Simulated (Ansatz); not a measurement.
Structure of Ir:

```yaml
crystal:
  lattice:
    - [4.22801, 0.00000, 0.00000]
    - [-2.11400, 3.66156, 0.00000]
    - [0.00000, 0.00000, 4.81047]
  atoms:
    - { symbol: Ir, position: [0.00000, 0.00000, 0.25000] }
    - { symbol: Ir, position: [0.00000, 0.00000, 0.75000] }
    - { symbol: Ir, position: [0.33333, 0.66667, 0.75000] }
    - { symbol: Ir, position: [0.66667, 0.33333, 0.25000] }
```

It is based on the geometry relaxed with DFT PBEsol, scalar-relativistic, plane waves, PAW in Ansatz; the starting structure was generated, so it need not be a known form of this composition.

### Predict radii and indices of the first 4 visible rings (3 % of the strongest or more) for λ = 0.5594 Å and a flat detector at 280 mm.

```json
{"ring": "1", "radius": "43.2 mm", "2θ (°)": "8.76", "d (Å)": "3.66", "hkl": "100"}
{"ring": "2", "radius": "54.5 mm", "2θ (°)": "11.02", "d (Å)": "2.91", "hkl": "101"}
{"ring": "3", "radius": "66.5 mm", "2θ (°)": "13.36", "d (Å)": "2.41", "hkl": "002"}
{"ring": "4", "radius": "76.1 mm", "2θ (°)": "15.21", "d (Å)": "2.11", "hkl": "110"}
```

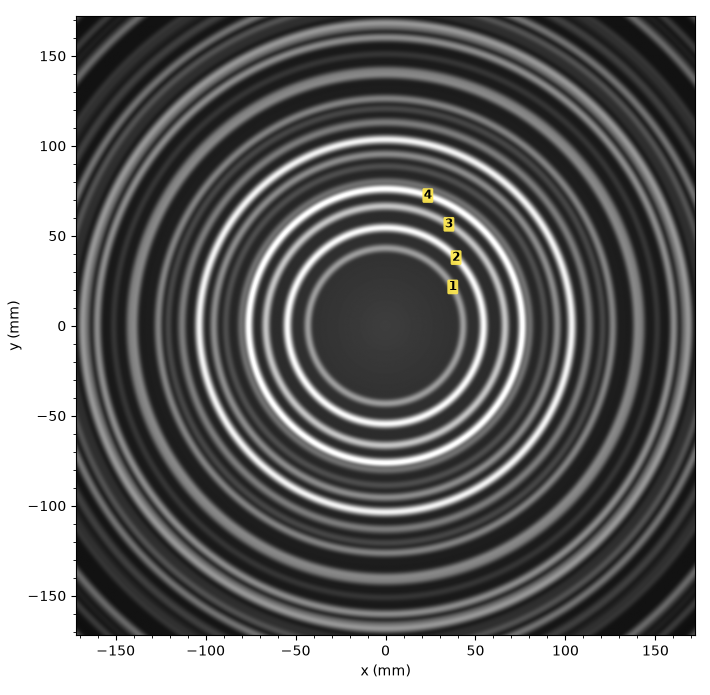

Simulated X-ray powder rings on a flat area detector normal to the beam: λ = 0.5594 Å, sample-to-detector distance 280 mm, axes in mm from the beam centre, for a fine-grained powder without texture. Kinematic intensities with B = 0.8 Å² for all atoms, without absorption; brightness goes as intensity to the power 0.4, clipped at the top. Reflections closer than the ring width show as one ring. The numbers mark the rings of the table.
